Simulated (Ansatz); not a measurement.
# Single-point calculation, with input and output: MoSe (part 2 of 2)

Continued. System: MoSe (Pm-3m, 2 atoms in the cell). Method: DFT PBEsol+U, scalar-relativistic, plane waves, PAW, Ueff = 3 eV on Mo d, spin-polarised (Ansatz 0.2.0); cutoff 420 eV, 14×14×14 k-mesh, Gaussian smearing of 0.05 eV, collinear spins. The structure was built on a prototype by a generator; it need not be a known phase. It belongs to a series of runs on one base structure; here: large parallel starting moments.

Geometry of the input (Å; fractional positions):
```
3.1072  0.0000  0.0000
0.0000  3.1072  0.0000
0.0000  0.0000  3.1072
Mo 0.0000  0.0000  0.0000
Se 0.5000  0.5000  0.5000
```

### Output, continued
```
SCF iter   1: F=—  HF=-10316.685430 eV  |F-HF|=—  |Δ(HF+E_count)|=         —  Δρ=5.32e-2 (↑5.32e-2 ↓3.13e-2)  dr2=9.19e-1  dr2_m=3.93e-1  M=3.448 μB ∫|m|=3.690 μB  β_m=0.30  ethr=3.07e-3  ⟨swp⟩=1.0  Hψ=358269  notcnv=0
preconditioner: auto → none  [metal: Δε(μ)=0.014 eV  Ē_g=12.707 eV  σ=0.050 eV  W_gap=0.16  n_scr=6 (ndim 8)  ℏωp=23.5 eV  f_vac=0.000  D(μ)=1.30/eV (n_scr^D=6)  sad-step TF]
SCF iter   2: F=—  HF=-10316.871701 eV  |F-HF|=—  |Δ(HF+E_count)|=   1.86e-1  Δρ=4.27e-2 (↑4.27e-2 ↓2.63e-2)  dr2=4.12e-1  dr2_m=2.80e-1  M=3.180 μB ∫|m|=3.472 μB  β_m=0.62  ethr=3.06e-3  ⟨swp⟩=2.0  Hψ=78491  notcnv=0
SCF iter   3: F=—  HF=-10317.756370 eV  |F-HF|=—  |Δ(HF+E_count)|=   8.85e-1  Δρ=2.93e-2 (↑2.93e-2 ↓1.67e-2)  dr2=1.73e-1  dr2_m=1.34e-1  M=2.136 μB ∫|m|=2.473 μB  β_m=0.70  ethr=1.37e-3  ⟨swp⟩=2.4  Hψ=101420  notcnv=0  defer=1339
SCF iter   4: F=—  HF=-10318.089143 eV  |F-HF|=—  |Δ(HF+E_count)|=         —  Δρ=8.67e-3 (↑7.98e-3 ↓8.67e-3)  dr2=2.80e-2  dr2_m=1.29e-2  M=1.483 μB ∫|m|=1.772 μB  β_m=0.70  ethr=5.77e-4  ⟨swp⟩=2.9  Hψ=133752  notcnv=0  defer=2983
Mixer restart at iter 4: flushing history
SCF iter   5: F=—  HF=-10318.118920 eV  |F-HF|=—  |Δ(HF+E_count)|=   2.98e-2  Δρ=8.60e-3 (↑8.60e-3 ↓2.45e-3)  dr2=4.85e-2  dr2_m=4.34e-3  M=1.485 μB ∫|m|=1.731 μB  β_m=0.62  ethr=9.35e-5  ⟨swp⟩=2.1  Hψ=125012  notcnv=0  defer=5121
SCF iter   6: F=—  HF=-10318.112687 eV  |F-HF|=—  |Δ(HF+E_count)|=   6.23e-3  Δρ=4.15e-3 (↑3.09e-3 ↓4.15e-3)  dr2=1.03e-2  dr2_m=2.05e-3  M=1.461 μB ∫|m|=1.720 μB  β_m=0.61  ethr=9.35e-5  ⟨swp⟩=2.4  Hψ=105164  notcnv=0  defer=5221
SCF iter   7: F=—  HF=-10318.115921 eV  |F-HF|=—  |Δ(HF+E_count)|=   3.23e-3  Δρ=2.11e-3 (↑1.83e-3 ↓2.11e-3)  dr2=1.04e-3  dr2_m=8.44e-4  M=1.433 μB ∫|m|=1.683 μB  β_m=0.79  ethr=3.42e-5  ⟨swp⟩=1.6  Hψ=80073  notcnv=0  defer=5197
SCF iter   8: F=—  HF=-10318.118827 eV  |F-HF|=—  |Δ(HF+E_count)|=   2.91e-3  Δρ=1.05e-3 (↑9.09e-4 ↓1.05e-3)  dr2=1.31e-4  dr2_m=2.45e-4  M=1.388 μB ∫|m|=1.634 μB  β_m=0.89  ethr=3.48e-6  ⟨swp⟩=2.2  Hψ=95831  notcnv=0  defer=5197
SCF iter   9: F=—  HF=-10318.119422 eV  |F-HF|=—  |Δ(HF+E_count)|=   5.95e-4  Δρ=4.23e-4 (↑4.23e-4 ↓3.30e-4)  dr2=1.53e-5  dr2_m=2.81e-5  M=1.356 μB ∫|m|=1.601 μB  β_m=0.89  ethr=4.38e-7  ⟨swp⟩=2.0  Hψ=100615  notcnv=0  defer=5185
SCF iter  10: F=—  HF=-10318.119487 eV  |F-HF|=—  |Δ(HF+E_count)|=   6.51e-5  Δρ=3.24e-4 (↑3.24e-4 ↓1.97e-4)  dr2=7.45e-6  dr2_m=1.77e-5  M=1.347 μB ∫|m|=1.591 μB  β_m=0.94  ethr=5.10e-8  ⟨swp⟩=2.0  Hψ=96191  notcnv=0  defer=5185
SCF iter  11: F=—  HF=-10318.119545 eV  |F-HF|=—  |Δ(HF+E_count)|=   5.78e-5  Δρ=1.52e-4 (↑1.52e-4 ↓1.21e-4)  dr2=8.36e-7  dr2_m=4.96e-6  M=1.336 μB ∫|m|=1.579 μB  β_m=0.97  ethr=2.48e-8  ⟨swp⟩=2.0  Hψ=96855  notcnv=0  defer=5185
SCF iter  12: F=—  HF=-10318.119567 eV  |F-HF|=—  |Δ(HF+E_count)|=   2.20e-5  Δρ=3.81e-5 (↑3.81e-5 ↓3.48e-5)  dr2=1.48e-7  dr2_m=3.24e-7  M=1.325 μB ∫|m|=1.568 μB  β_m=0.99  ethr=2.79e-9  ⟨swp⟩=2.3  Hψ=98512  notcnv=0  defer=5185
iter 13 did not close the SCF: its close was put off for a magnetic moment that had not settled (scf_convergence_deferred on its scf_iter line)
SCF iter  13: F=-10318.119569 eV  HF=-10318.119569 eV  |F-HF|=6.84e-9  |Δ(HF+E_count)|=   1.59e-6  Δρ=4.48e-6 (↑4.48e-6 ↓3.36e-6)  dr2=1.86e-9  dr2_m=2.80e-9  M=1.322 μB ∫|m|=1.564 μB  β_m=0.99  ethr=3.33e-10  ⟨swp⟩=12.0  Hψ=472652  notcnv=0
SCF iter  14: F=-10318.119569 eV  HF=-10318.119569 eV  |F-HF|=1.27e-10  |Δ(HF+E_count)|=   1.79e-8  Δρ=5.83e-7 (↑5.83e-7 ↓2.15e-7)  dr2=1.77e-10  dr2_m=2.17e-11  M=1.321 μB ∫|m|=1.563 μB  ethr=6.21e-12  ⟨swp⟩=4.2  Hψ=281842  notcnv=0
SCF 2 converged in 14 iterations: F = -10318.119569 eV  dr2 = 1.77e-10
SCF converged after 19 iterations
Magnetization: 1.3214 μB (15.6607 up, 14.3393 down)
Absolute magnetization: 1.5516 μB (∫|ρ↑−ρ↓|, with the PAW one-centre terms)
Spin contamination: 0.0661 ħ² per cell (⟨S²⟩ above its minimum at these occupations)
Per-site moments (μB) at R_I (Å): [(1.1533912981045564, 1.1100136856903635), (-0.10155070344632154, 1.1100136856903635)]
Free energy (F): -10318.119569 eV
Harris-Foulkes:  -10318.119569 eV  (|F-HF|=2.00e-10)
Internal energy: -10318.117322 eV  (E = F + TS)
E sigma→0 (E₀):  -10318.118445 eV
Entropy (-TS):   -0.002247 eV (-1.124 meV/atom)
Fermi energy:    20.093297 eV
--- Per-component energies (eV) ---
  E_band       = -293.870909
  E_kinetic    = 567.117792
  E_local      = -2524.304983  (includes V_loc(G=0)·N_el)
  E_nonlocal   = -443.843842
  E_hartree    = 1184.919431
  E_xc         = -288.472172
  E_vxc        = -330.247580  (∫ρ·V_xc dr)
  E_hubbard    = 3.169381  (on-site DFT+U / exact-exchange correction)
  E_vhub       = -1.862027  (the Hubbard potential's part of the band-sum identity)
  E_paw        = -5013.848601  (= ΣΔE_a)
  E_vpaw       = 69.431775  (= ΣTr[D̂ρ^β])
  E_aug_tail   = -0.000567  (compensation charges beyond the density's cutoff)
  E_ewald      = -3804.071508
  E_core_change = 1.217750  (= ΣΔE_core)
  E_smearing   = -0.002247  (= −TS)
  E_closure    = 0.000000  (closes the sum)
  Σ components = -10318.119569   (vs F -10318.119569, Δ=0.00e0)
--- Forces (eV/Å), atoms counted from 1 ---
  atom   1  Mo    -0.00000000     0.00000000     0.00000000
  atom   2  Se    -0.00000000     0.00000000     0.00000000
  max |Σ_I F_I| component: 4.08e-30 eV/Å
--- Stress (GPa, compression-positive) ---
        9.694036      -0.000000       0.000000
        0.000000       9.694036       0.000000
        0.000000       0.000000       9.694036
  P = ⅓ Tr σ = 9.6940 GPa (96.940 kbar)
--- Band table (eV; the first three rows and the last of 240) ---
  k-point 0 ↑: bands = ["-41.3864", "-29.0912", "-29.0912", "-29.0875", "-29.0875", "-29.0875", "-15.4568", "-15.4568", "-15.4568", "3.0689", "15.4526", "15.4526", "18.0780", "18.0780", "18.0780", "19.4203", "19.4203", "19.4203", "23.4971", "29.4691", "29.4691"]
  k-point 1 ↑: bands = ["-41.3851", "-29.0911", "-29.0907", "-29.0876", "-29.0876", "-29.0874", "-15.4745", "-15.4551", "-15.4551", "3.1401", "15.2751", "15.4920", "17.7381", "17.7381", "17.9756", "19.4348", "19.8076", "19.8076", "23.8692", "29.1275", "29.6756"]
  k-point 2 ↑: bands = ["-41.3816", "-29.0911", "-29.0895", "-29.0880", "-29.0880", "-29.0874", "-15.5238", "-15.4501", "-15.4501", "3.3478", "14.6510", "15.6057", "17.1500", "17.1500", "18.0180", "19.4757", "20.5418", "20.5418", "24.6669", "28.3137", "30.3296"]
  k-point 119 ↓: bands = ["-40.4838", "-29.1100", "-29.1100", "-29.1100", "-29.0992", "-29.0992", "-14.7858", "-14.7858", "-14.7858", "7.1768", "12.5167", "12.5167", "12.5167", "22.4572", "22.4572", "23.0401", "23.0401", "23.0401", "25.7344", "25.7344", "25.7344"]
Occupation matrices written to [file]
--- Löwdin populations: 2 sites ---
  site symbol       q [e]    m [muB]
     0     Mo     13.9493     1.4568
     1     Se     15.8951    -0.1741
  spilling = 0.005188 (of n_electrons = 30.000000)
```

### File populations.tsv
```
# site	symbol	l	j	q_up	q_dn
# orbitals = lowdin
# n_electrons = 30.000000
# spilling = 0.005188
# projection_atom_Mo: [Ar 3d10] 4s2 4p6 4d5 5s1
# projection_atom_Se: [Ar] 3d10 4s2 4p4
0	Mo	0_4S	-	0.985089	0.984757
0	Mo	0_5S	-	0.271146	0.242666
0	Mo	1_4P	-	2.996643	2.996138
0	Mo	2_4D	-	3.450142	2.022708
1	Se	0_4S	-	0.885955	0.841127
1	Se	1_4P	-	1.974570	2.193590
1	Se	2_3D	-	4.999938	4.999886
```

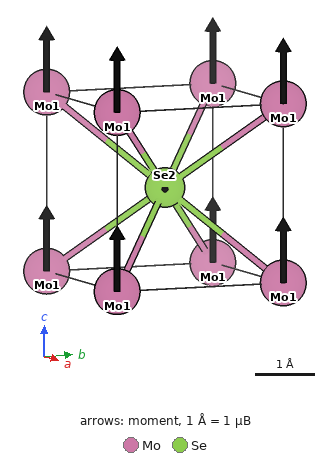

**Figure 1.** Magnetic moments of the sites as black arrows (ball-and-stick view of the cell of the calculation, seen slightly off an axis; atoms are numbered from 1 in the order of the input); small moments hardly show. The run is collinear, so the axis drawn is arbitrary. Site moments: Mo1 (1.15 μB); Se2 (−0.10 μB). They are counted near the atoms and needn't add up to the moment of the cell.

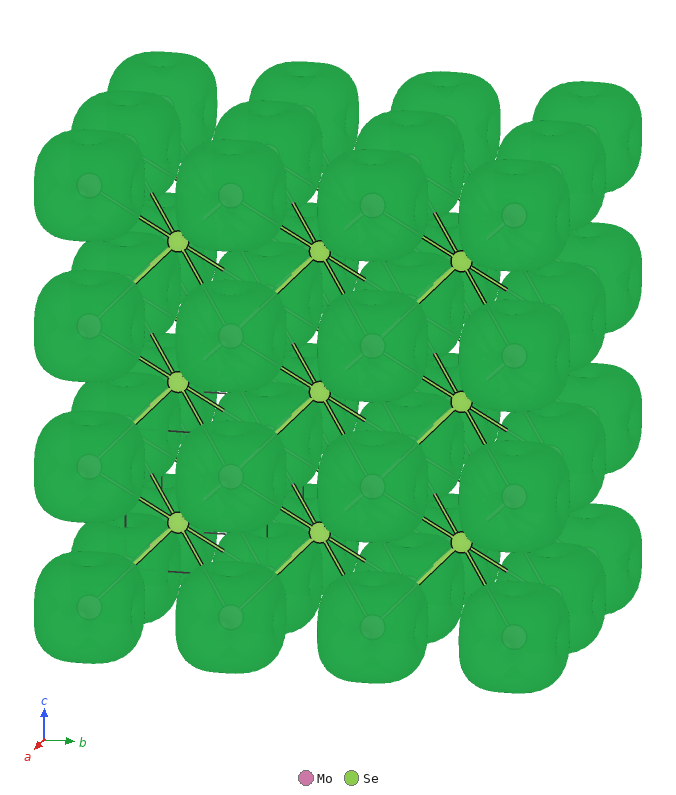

**Figure 2.** Isosurfaces of the magnetisation density (up minus down) at +0.05 (green) and −0.05 e/Å³ (red), seen slightly off an axis. Sticks mark near contacts. The outline is the cell set on symmetry axes. The cell of the calculation (2 atoms) carries 1.3 μB net. Only one sign reaches the isovalue. Core electrons are frozen (PAW), so the fields are smoothed inside the atomic spheres.

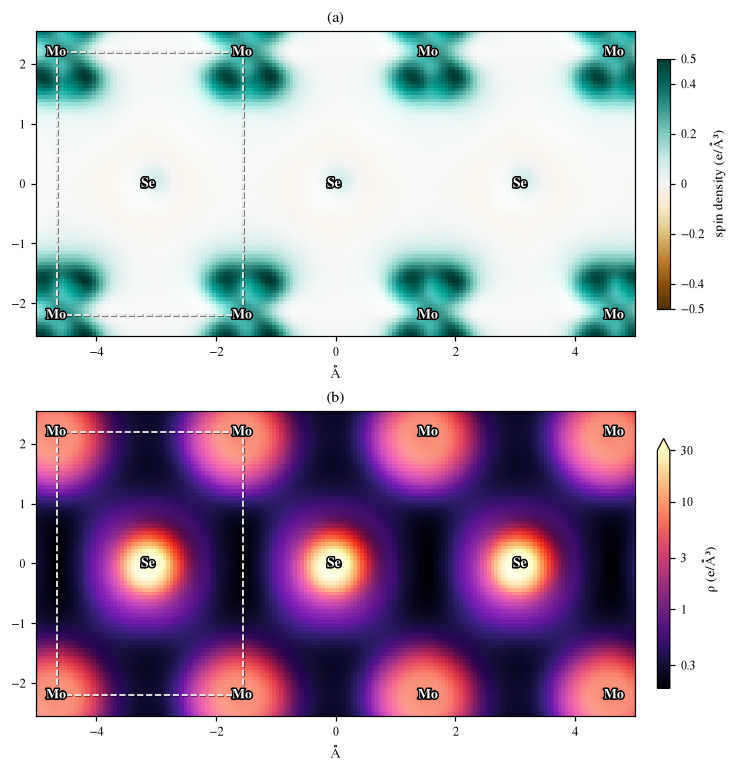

**Figure 3.** (a) spin density; (b) valence electron density on the (101) plane of the conventional cell. The section cuts through Mo and Se sites. Mo–Se (2.69 Å): ρ is about 0.37 e/Å³ halfway. Away from the nuclei the density in this plane falls to 0.18 e/Å³ at its lowest. The cell of the calculation (2 atoms) carries 1.3 μB net.

### Results in brief

- outcome: converged
- space group (tolerance 0.01 Å): Pm-3m (221)
- electrons treated: 30
- free energy: −10318.1196 eV
- Fermi energy: 20.093 eV
- gap on the k-point mesh: none (metallic)
- net moment of the cell: 1.32 μB
- integrated absolute moment: 1.55 μB
- pressure: 9.69 GPa
- largest force (length of the vector): under 0.001 eV/Å
- wall time: 3.2 min
- peak memory: 2.1 GiB

### Notes

The electronic state found may not be the lowest one. The cell is under a pressure of 9.7 GPa at this level, so it is not at its equilibrium volume.
